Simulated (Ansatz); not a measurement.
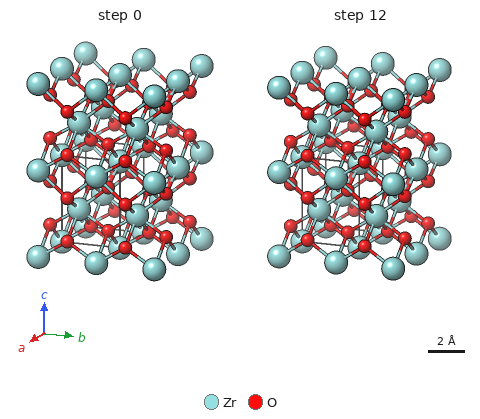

The structure of a crystal of ZrO₂ (set up in P4_2/nmc) before (left) and after (right) a relaxation, at one scale.

The picture is a ball-and-stick view of the cell of the calculation, repeated 2 × 2 × 2 with one cell outlined, seen slightly off an axis.

Case: relaxed at 35 GPa.

All numbers below come from DFT PBE, scalar-relativistic, plane waves, PAW (Ansatz 0.2.0).

Input
```yaml
crystal:
  lattice:
    - [3.5392480992, 0.0, 0.0]
    - [0.0, 3.5392480992, 0.0]
    - [0.0, 0.0, 5.0611591951]
  atoms:
    - { symbol: Zr, position: [0.0, 0.0, 0.0] }
    - { symbol: Zr, position: [0.5, 0.5, 0.5] }
    - { symbol: O, position: [0.0, 0.5, 0.2136844251] }
    - { symbol: O, position: [0.0, 0.5, 0.7136844251] }
    - { symbol: O, position: [0.5, 0.0, 0.2863155749] }
    - { symbol: O, position: [0.5, 0.0, 0.7863155749] }
basis:
  ecutwfc: 420
kpoints:
  mp_grid: { grid: [6, 6, 6] }
hamiltonian:
  xc: pbe
scf:
  occupations: { method: fixed }
output:
  forces: true
  stress: true
  eigenvalues: true
relax:
  adjacent_minimum: "off"
  f_tol: 0.001
  max_steps: 60
  cell: { stress_tol: 0.02, p_target: 35.0 }
```

Launched with:
```bash
ansatz run input.yaml --threads 1 --pin off --max-ram 3072MiB --backend cpu --events-out ev --progress --plain --runs-dir out
```

Summarise the run.

The largest moves relative to the cell, 0.080 Å, are those of O3, O4, O5 and O6. O5 goes along −c. Zr stays in place. Cell: a = b 3.539 → 3.480 Å (−1.7 %), c 5.061 → 4.937 Å (−2.4 %). Volume −5.7 %. Near-neighbour distances that change, for instance: Zr1–O4 2.287 → 2.192 Å, Zr1–Zr2 3.559 → 3.486 Å, Zr1–Zr1 3.539 → 3.480 Å. Among the angles between lasting bonds that change: Zr2–O3–Zr2 101.4° → 105.1°, Zr1–O3–Zr1 117.1° → 113.8°. The space group stays P4_2/nmc (No. 137). The energy rises by 97.3 meV per atom in 9 accepted moves (12 points after the start). With the target pressure of 35 GPa, the enthalpy E + pV changes by −33.5 meV per atom. The largest force component goes from 0.00022 to under 0.0001 eV/Å. The pressure goes from 17.99 to 35.00 GPa. The SCF was repeated 3 times at an unchanged geometry on a basis and grid sized afresh for the cell, which shifted the energy by 2.1 meV per atom at most. Cost: 25 s on 1 thread of AMD EPYC 9R45 96-Core Processor (Zen 5), with other jobs on the host, peak memory 0.43 GiB.
